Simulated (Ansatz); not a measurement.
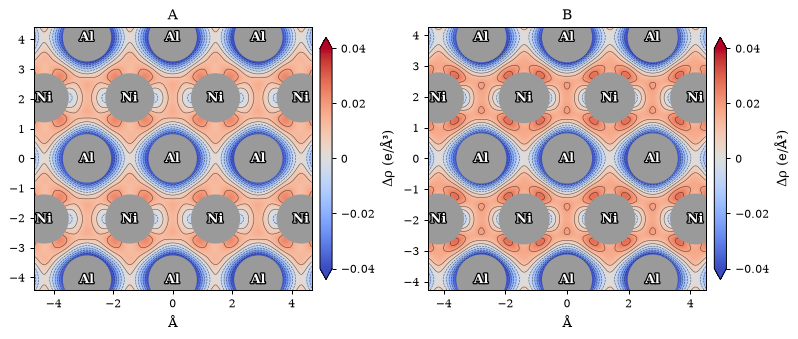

AlNi: deformation density on the (110) plane of the conventional cell at two volumes, with the same fractional coordinates and one colour scale. Grey discs cover the cores. Panel B has 90 % of the volume of panel A.

Space group Pm-3m; spin-polarised.

Theory: Ansatz, DFT PBE, scalar-relativistic, plane waves, PAW.

Q: What changes between the database cell and the scaled one?

A: From A to B, Al–Ni goes from 2.50 to 2.41 Å, and Δρ at its midpoint from +0.010 to +0.013 e/Å³.
From A to B, Ni–Ni goes from 2.88 to 2.78 Å, and Δρ at its midpoint from +0.013 to +0.017 e/Å³.
The pressure is 2 GPa in A and 24 GPa in B.
The rearranged charge is 0.11 e an atom in A and 0.11 e in B.
